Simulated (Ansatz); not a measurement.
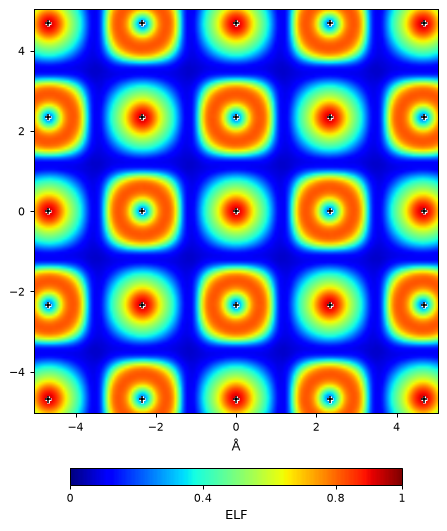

The ELF on a plane through atoms (crosses mark nuclei in the plane).

These are results of DFT PBEsol, scalar-relativistic, plane waves, PAW (Ansatz), not measurements.

Candidates:
A. CdO, a = 4.69 Å, b = 4.69 Å, c = 4.69 Å, α = 90.00°, β = 90.00°, γ = 90.00°. Space group Fm-3m.
B. CdSe, a = 4.12 Å, b = 4.50 Å, c = 5.82 Å, α = 90.00°, β = 90.00°, γ = 90.00°. Space group Imm2; a structure from a database of computed crystals, not necessarily the ambient phase; changed on purpose from its base cell (band edges of the strained film's bulk); computed pressure about 2 GPa in this cell.

Q: Which system is this?

A: Candidate A: CdO on the (010) plane of the conventional cell, which holds Cd and O. Cd–O (2.35 Å): the ELF is about 0.10 at the midpoint: no localised pair shows between them.
